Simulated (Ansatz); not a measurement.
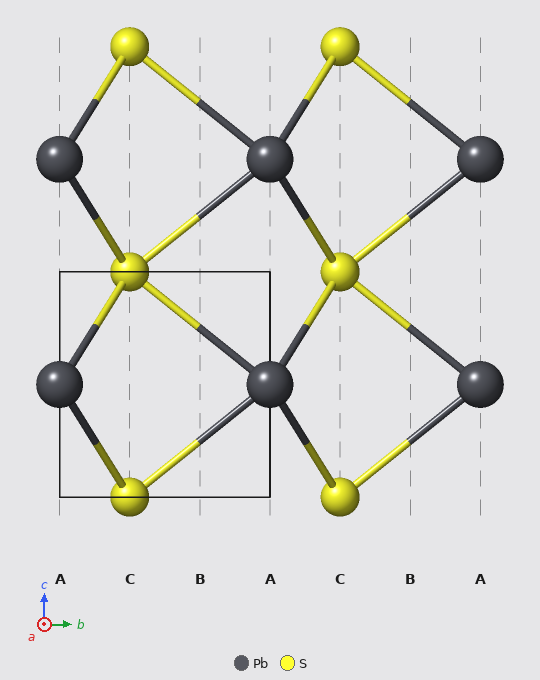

The picture looks along a close-packed row of the hexagonal mesh; c points upwards. The dashed lines mark the three columns A (0, 0), B (1/3, 2/3) and C (2/3, 1/3). The sequence starts with the first layer at or above the cell's origin.

System PbS; source of the atomic positions: coordinates from a relaxation with DFT PBE, scalar-relativistic, plane waves, PAW in Ansatz; the starting structure was generated, so it need not be a known form of this composition.

Read off the stacking sequence over one period.

Answer. S(C) – Pb(A) (two layers in 3.79 Å).

Heights of the layers:

| layer | atoms (column) | height (Å) | to next (Å) |
| --- | --- | --- | --- |
| 1 | S(C) | 0.00 | 1.89 |
| 2 | Pb(A) | 1.89 | 1.89 |
